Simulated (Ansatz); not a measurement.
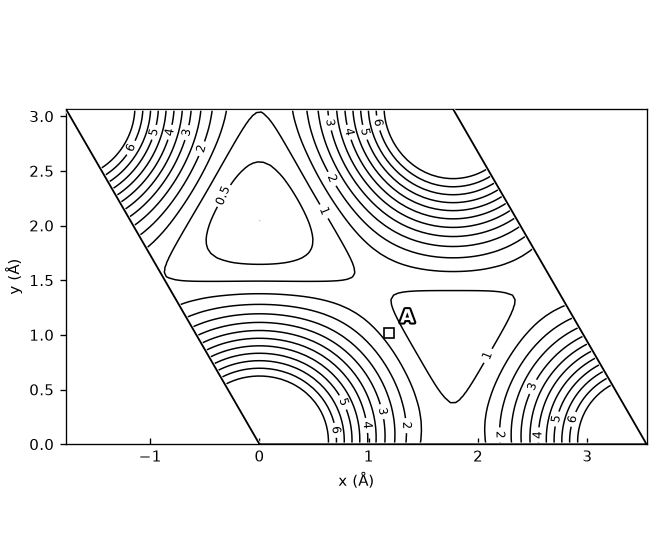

A bilayer of two PtS₂ sheets (1T type) (6 atoms in the cell). The upper layer of a bilayer is slid over the lower one; relaxed at each slide: nothing; the origin of the map has S4 above S3; the distance between the facing planes is held at 3.24 Å. Places are given modulo a cell vector. The map is drawn in real space over the plane of the slide. The grid has 6 × 6 points; 10 points were computed and 26 follow by symmetry. All energies are given in meV/Å² relative to the lowest grid point. At a held distance the lowest stacking need not be the one that binds best once the distance relaxes. Method: DFT PBE+D3(BJ), scalar-relativistic, plane waves, PAW (Ansatz 0.2.0). Settings: cutoff 420 eV, k-mesh 9×9×1, gaussian smearing 0.05 eV, no spin polarisation.

Drawn: contour lines labelled in meV/Å² (none above 6.5), the outline of one cell of the plane, the point A. Between grid points the surface is interpolated.

Question: Is A at rest? If not, where is it pushed?

Answer: A, at (3/6, 2/6) of the cell vectors, is not a stationary point. The computed force is 0.03 eV/Å in the plane, pointing up and right in the picture (components 0.024 and 0.018 eV/Å, for the cell of 10.86 Å², or 2.7 meV/Å² for each Å).

PAW datasets: the set soft_1.
